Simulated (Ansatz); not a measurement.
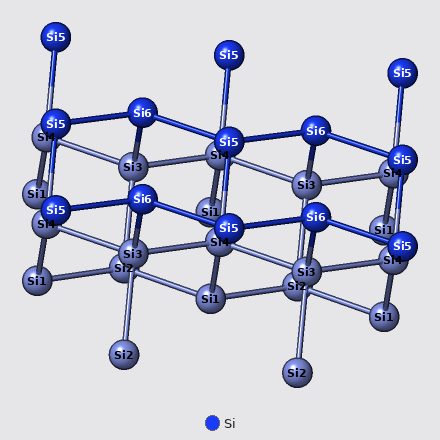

The system is N₂ on a Si(110) slab cut from the Fd-3m phase, its upper half relaxed before the scan (6 atoms of substrate and one adsorbate in a 1 × 1 cell); the picture shows it without the atoms that are moved over the map. N2 is moved over the surface cell at a fixed height above a rigid substrate; the origin of the map has the adsorbate above Si5; the height is held at 3.10 Å. Places are given modulo a cell vector. The map is drawn in real space over the plane of the surface. The scan uses a 6 × 6 grid; 24 points were computed and 12 follow by symmetry. All energies are given in meV relative to the lowest grid point. With one adsorbate in each 1 × 1 cell, its nearest image is 3.8 Å away, so neighbouring adsorbates interact. At a fixed height the lowest place need not be the adsorption site. All numbers below come from DFT PBE+D3(BJ), scalar-relativistic, plane waves, PAW in Ansatz. Settings: cutoff 420 eV, k-mesh 7×5×1, gaussian smearing 0.05 eV, no spin polarisation.

Range: position of N7 along the first surface vector from 0.000 to 0.833; position of N7 along the second surface vector from 0.000 to 0.833.

> What will the energy surface look like?

The lowest grid point is at (0/6, 3/6) of the cell vectors. A higher local minimum lies near (3/6, 4/6) of the cell vectors (0.7 meV above the lowest at that grid point). The highest grid point, the top site over a surface Si atom, (0/6, 0/6) of the cell vectors, lies 73 meV above the lowest. On the interpolated surface the easiest way out of the lowest well to a well of about the same depth near (3/6, 4/6) of the cell vectors passes a barrier of about 4 meV, counted from the interpolated bottom of the well.

```
second ↓, first →  0/6  1/6  2/6  3/6  4/6  5/6
              5/6   49   38   17    7   17   38
              4/6   11    8    3    1    3    8
              3/6    0    5   17   23   17    5
              2/6   17   29   52   65   52   29
              1/6   51   58   67   68   67   58
              0/6   73   66   48   37   48   66
```

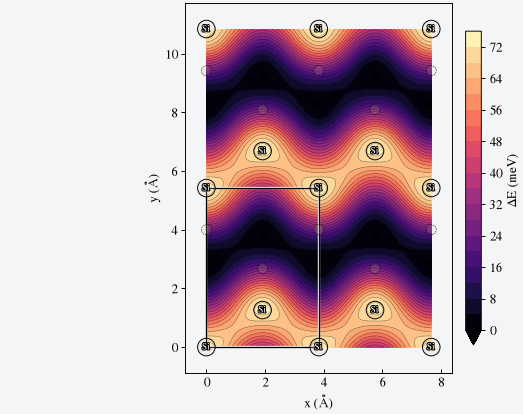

In the figure: filled contours, labelled circles for the atoms of the top layer and small ones for the second layer, the outline of one cell of the 2 × 2 shown. Between grid points the surface is interpolated.

Each point was launched as `ansatz run input.yaml --threads 1 --pin off --max-ram 3072MiB --backend cpu --events-out ev --progress --plain --runs-dir out`. Time for the 24 points that were run: 6.5 min on 1 thread of Arm Neoverse V2, on a shared host.

PAW datasets: the set soft_1.
